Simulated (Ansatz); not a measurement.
Cu2O

Cu2O, 72 atoms, a = 10.53 Å, b = 10.53 Å, c = 10.53 Å, α = 80.41°, β = 70.53°, γ = 60.00°.

Space group Pn-3m; a structure from a database of computed crystals, not necessarily the ambient phase; computed without spin polarisation.

These are results of Ansatz, DFT PBE, scalar-relativistic, plane waves, PAW, not measurements.

> What can the converged valence pseudo-density and electron localisation function tell about the bonding?

Cu–O (1.86 Å): ρ is about 0.8 e/Å³ halfway; the ELF peaks at about 0.85 in the valence shell of O, 0.6 Å from its nucleus, and is about 0.25 at the midpoint; no shared electron pair shows on this line.

> Does the calculation give a band gap?

It is gapped, with a Kohn–Sham gap of 0.48 eV on the k-point mesh (the band edges may lie off the mesh, which would make the gap smaller).

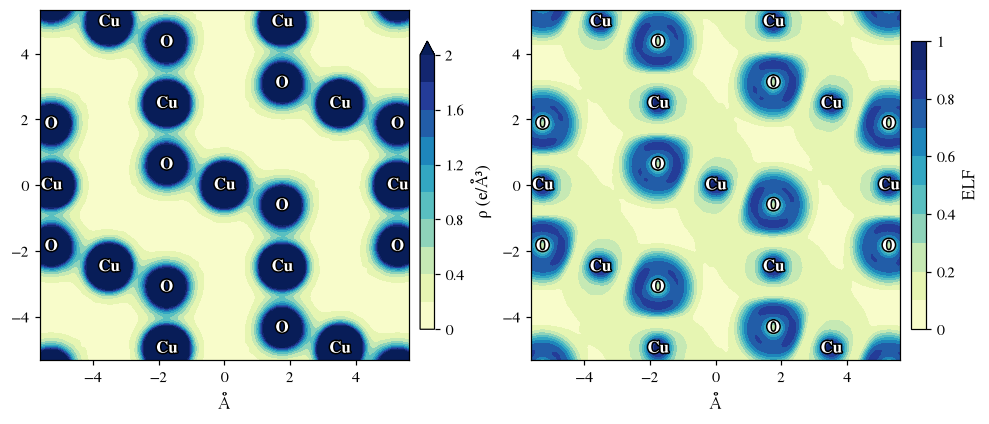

Computed valence pseudo-density and electron localisation function on the (010) plane of the calculation cell, in this order. 

The density is the valence pseudo-density of a PAW calculation; it isn't the true density close to the nuclei.
